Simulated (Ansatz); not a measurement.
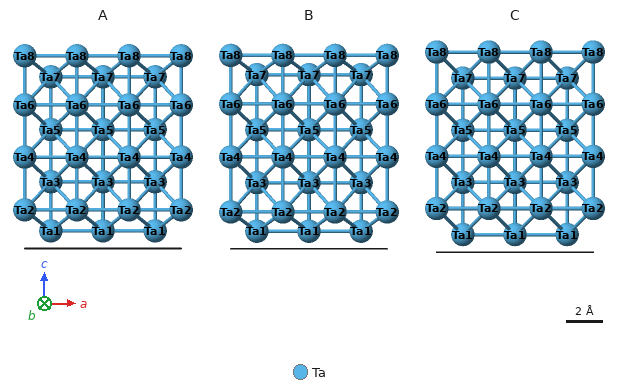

3 geometries from one relaxation of a slab of composition Ta (cut from the Fm-3m phase), in shuffled order. A ball-and-stick model of the 3 × 1 repeat of the cell, outlined in the plane, without the vacuum, seen along the b axis.

Case: (1 1 0) slab, atoms relaxed. The slab is the (1 1 0) face of Ta.

Method: DFT PBEsol, scalar-relativistic, plane waves, PAW (Ansatz 0.2.0). Settings: plane-wave cutoff 420 eV; k-point mesh 12 × 8 × 1; occupations gaussian; smearing width 0.1 eV; no spin polarisation; dipole correction; atoms relaxed in a fixed cell; force threshold 0.02 eV/Å; at most 60 steps.

Question: Order the frames from highest to lowest energy.

Answer: C, B, A. They are steps 0, 1, 3, at +0.420 eV per cell of the calculation, +0.100 eV per cell of the calculation relative to the last. The energy falls by 0.420 eV per cell of the calculation in 3 geometry steps. The largest force component goes from 1.5 to 0.009 eV/Å. The largest moves relative to the layer's centre, 0.21 Å, are those of Ta1 and Ta8. Ta1 goes along the normal (+c). The cell doesn't change. Near-neighbour distances that change, for instance: Ta1–Ta3 2.953 → 2.780 Å, Ta1–Ta2 2.953 → 2.820 Å, Ta2–Ta3 2.953 → 3.011 Å, Ta3–Ta4 2.953 → 2.914 Å. The run took 4.6 min on 1 thread of Arm Neoverse V2 (shared host), peak memory 0.76 GiB.
